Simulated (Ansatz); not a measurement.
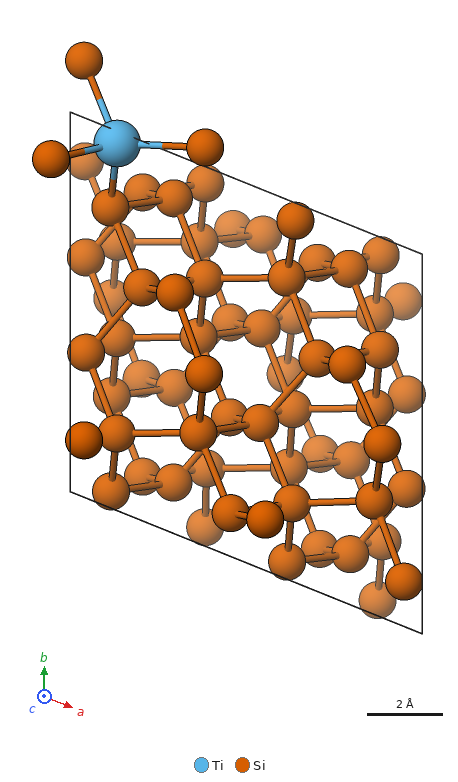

*The input geometry (ball-and-stick view of the cell of the calculation, along the c axis; bonded neighbours outside the cell are drawn too). An atom can appear more than once, as a periodic image.*

Near neighbours in the periodic cell (some may lie outside the picture): Ti has 4 Si at 2.48 to 2.51 Å; Si has 4 Si at 2.31 to 2.39 Å; Si has 3 Si at 2.31 to 2.38 Å and 1 Ti at 2.48 to 2.51 Å.

Single-point calculation of TiSi₆₃ (part 1 of 2)

- system: TiSi₆₃ (defect cell, 64 atoms in the cell)
- method: DFT PBE, scalar-relativistic, plane waves, PAW, spin-polarised (Ansatz 0.2.0)

The structure derives from a Materials Project entry.

**Input**
```yaml
crystal:
  lattice:
    - [6.650888, 6.650889, 3.844771]
    - [-9.976333, 3.325444, 1.922386]
    - [3.325444, -9.976333, 9.611928]
  atoms:
    - { symbol: Ti, position: [0.133604127, 0.9672755166, 0.9613933324] }
    - { symbol: Si, position: [0.3824476532, 0.7045035568, 0.7043660359] }
    - { symbol: Si, position: [0.1337522522, 0.7085313755, 0.2057095142] }
    - { symbol: Si, position: [0.6327228774, 0.454376263, 0.4551668435] }
    - { symbol: Si, position: [0.8868959809, 0.2014070112, 0.2020031217] }
    - { symbol: Si, position: [0.3802772764, 0.4523302621, 0.9549597796] }
    - { symbol: Si, position: [0.6304915855, 0.2054656742, 0.7032342973] }
    - { symbol: Si, position: [0.1326676337, 0.4543357324, 0.4541735493] }
    - { symbol: Si, position: [0.3870757187, 0.206202727, 0.2052808779] }
    - { symbol: Si, position: [0.1318698965, 0.2027089931, 0.7048870273] }
    - { symbol: Si, position: [0.8820205364, 0.9531951835, 0.4565176283] }
    - { symbol: Si, position: [0.639699067, 0.9533694304, 0.9546528612] }
    - { symbol: Si, position: [0.8798478162, 0.7031929552, 0.7037253168] }
    - { symbol: Si, position: [0.3838223987, 0.9556744402, 0.4536129533] }
    - { symbol: Si, position: [0.6342955257, 0.7015746525, 0.2051304674] }
    - { symbol: Si, position: [0.8865433938, 0.4577968781, 0.9541248249] }
    - { symbol: Si, position: [0.1196756418, 0.5544292387, 0.0460861767] }
    - { symbol: Si, position: [0.3641753676, 0.2920438449, 0.7966035149] }
    - { symbol: Si, position: [0.616173197, 0.0464706282, 0.5444969499] }
    - { symbol: Si, position: [0.1181320881, 0.2961319385, 0.2952497811] }
    - { symbol: Si, position: [0.3834298666, 0.0502103823, 0.0493998603] }
    - { symbol: Si, position: [0.1159486071, 0.0443059507, 0.5453410327] }
    - { symbol: Si, position: [0.865504231, 0.7929034275, 0.2983656094] }
    - { symbol: Si, position: [0.6149884971, 0.7939630903, 0.7948181484] }
    - { symbol: Si, position: [0.8652516556, 0.5442179341, 0.5446736608] }
    - { symbol: Si, position: [0.3674622318, 0.7964604391, 0.2945970608] }
    - { symbol: Si, position: [0.6120939465, 0.5390141532, 0.0454419005] }
    - { symbol: Si, position: [0.1139950427, 0.791486836, 0.7910758433] }
    - { symbol: Si, position: [0.364930965, 0.5449983618, 0.5447636532] }
    - { symbol: Si, position: [0.8637147263, 0.2996484324, 0.7927472884] }
    - { symbol: Si, position: [0.6210662166, 0.296215423, 0.2964190055] }
    - { symbol: Si, position: [0.8733626592, 0.0414369957, 0.0420286068] }
    - { symbol: Si, position: [0.0394388514, 0.1500985095, 0.9532887304] }
    - { symbol: Si, position: [0.2945781129, 0.8831676273, 0.7033104032] }
    - { symbol: Si, position: [0.5439407734, 0.6338367327, 0.4551902136] }
    - { symbol: Si, position: [0.0419405904, 0.8860557853, 0.2092298788] }
    - { symbol: Si, position: [0.2974854006, 0.6356980338, 0.9542832832] }
    - { symbol: Si, position: [0.0444488799, 0.6337716823, 0.4550257374] }
    - { symbol: Si, position: [0.7979942747, 0.3816577834, 0.2041123881] }
    - { symbol: Si, position: [0.5395779324, 0.3831511735, 0.7051415559] }
    - { symbol: Si, position: [0.7955960604, 0.1333754767, 0.4544532113] }
    - { symbol: Si, position: [0.295484325, 0.3841814507, 0.2049312825] }
    - { symbol: Si, position: [0.5540148056, 0.1339610721, 0.9545070502] }
    - { symbol: Si, position: [0.0453274718, 0.3832815565, 0.7039145405] }
    - { symbol: Si, position: [0.293391565, 0.1340567475, 0.4548148996] }
    - { symbol: Si, position: [0.7923543334, 0.8837932782, 0.7052727961] }
    - { symbol: Si, position: [0.5479113024, 0.8824944917, 0.2051931772] }
    - { symbol: Si, position: [0.7869072858, 0.6293099521, 0.9542639117] }
    - { symbol: Si, position: [0.204465404, 0.614686899, 0.7938687342] }
    - { symbol: Si, position: [0.4533524344, 0.3656931877, 0.544764977] }
    - { symbol: Si, position: [0.7088959736, 0.1146481319, 0.2935091766] }
    - { symbol: Si, position: [0.2029795383, 0.3736030759, 0.0479408755] }
    - { symbol: Si, position: [0.4558104193, 0.1141694877, 0.795289771] }
    - { symbol: Si, position: [0.2064024958, 0.1169665772, 0.2944758735] }
    - { symbol: Si, position: [0.9456595376, 0.8555534469, 0.0486723319] }
    - { symbol: Si, position: [0.7025449843, 0.8659486598, 0.5457522387] }
    - { symbol: Si, position: [0.956504799, 0.6142937367, 0.2946029708] }
    - { symbol: Si, position: [0.4629281374, 0.8653656274, 0.0447230422] }
    - { symbol: Si, position: [0.7022932869, 0.6138887095, 0.7940529736] }
    - { symbol: Si, position: [0.2058760345, 0.8655192954, 0.5434941331] }
    - { symbol: Si, position: [0.4548298541, 0.6161445283, 0.295125869] }
    - { symbol: Si, position: [0.9554280811, 0.3653745642, 0.5442258707] }
    - { symbol: Si, position: [0.7105232834, 0.3657592535, 0.044198294] }
    - { symbol: Si, position: [0.948449925, 0.1181369483, 0.7922101064] }
magnetization:
  spin_polarized: true
basis:
  ecutwfc: 420
  fft_grid_basis: typed
kpoints:
  mp_grid: { grid: [1, 1, 1] }
hamiltonian:
  xc: pbe
  pseudopotentials: { kind: paw }
scf:
  occupations: { method: gaussian, width: 0.05 }
  n_extra_bands: 23
output:
  forces: true
  stress: false
  eigenvalues: true
  bader: false
  write_density: false
  volumetric_format: npy
  populations: true
  band_densities: [{ e_range: [-1.08, -0.47] }, { e_range: [0.47, 1.08] }]
  dos:
    e_range: [-30, 8]
    de: 0.02
    method: { smearing: { sigma: 0.03, scheme: gaussian } }
    projected: { site_lists: { Si: [Si], Ti: [Ti] } }
checkpoint:
  read: start.run
  write: ck
  compress: false
  write_wavefunctions: false
  write_every: 100000
```

Command:
```bash
ansatz run input.yaml --threads 4 --pin off --max-ram 10240MiB --backend cpu --events-out ev --progress --plain --runs-dir out
```

**Output**
```
Warning: checkpoint.read: spin seed differs: saved 68032fd71065…, current ec00cef56297…; the loaded state replaces the seed-built initial guess (but the starting_ns of a DFT+U solve that opens without the state's occupation matrices), so the run may converge into the producing seed's basin, or, where the symmetry group that follows from this deck's starting moments and starting_ns does not hold the saved magnetisation, lose that magnetisation at its first build. Where atoms have moved since the state was saved, this difference can also decide whether moments are moved with them. A self-consistent run of this deck without the state starts from its starting moments and, under a DFT+U term, its starting_ns
scf.n_extra_bands = 23 over 132 filled bands (N_el = 264.0): the run solves 155 bands
Engine: ansatz 0.2.0, aarch64-unknown-linux-gnu
Pseudopotentials: kind: paw
Pseudopotential: Ti, paw, valence charge 12, recommended cutoff 420 eV (normal), Ti.paw.azcp
Pseudopotential: Si, paw, valence charge 4, recommended cutoff 420 eV (normal), Si.paw.azcp
Functional definition: PBE
  parameter kappa = 0.804
  parameter beta = 0.06672455060314922
  exchange = pbe_x(kappa = kappa, mu = beta*pi^2/3)
  correlation = pbe_c(beta = beta)
Crystal: 64 atoms, lattice volume = 1360.567 Å³
Basis set: ecut = 420 eV, 26559 PW (Γ), exchange–correlation on 144×144×192 points (8 copies of the dense FFT grid, shifted against one another)
Bands: 155, of which v1, the nominal top of the filled ones, is band 132 counted from 1 (131 counted from 0)
Symmetry: 1 space group operations
Space group: P1 (ITA 1), of the structure as read, at distance tolerance 1.1e-4 Å
k-points: 1
Non-local potential: Ti, projectors of the file, l = 0: 3, l = 1: 2, l = 2: 3, l = 3: 1
Non-local potential: Si, projectors of the file, l = 0: 2, l = 1: 2, l = 2: 2
PAW form: soft (Blöchl's): semilocal exchange-correlation on the pseudo side does not see the compensation charge
PAW one-centre angular grid: Ti, 590 points (default); XC on 64 Gauss nodes
PAW one-centre angular grid: Si, 110 points (default); XC on 64 Gauss nodes
Initial density: read from a saved state, or passed on in memory by an earlier SCF of this step, an earlier step, the calling program or the single point that the run made first
Stability of the state it starts from, as read at its close in the collinear treatment: not read negative (Ritz values of 1 − χ₀K, real part plus size of imaginary part, from 0.89 to 0.90, by its mixing steps under no symmetry); its run was given moments
Initial wavefunctions: pseudopotential atomic-orbital guess
Functional: x = pbe(κ = 0.804, μ = 0.2195149727645171), c = pbe(β = 0.06672455060314922)
iter 1 solved again at ethr=6.14e-7 eV; its pass at ethr=3.10e-3 eV (dr2=1.62e-3 eV) is discarded
```
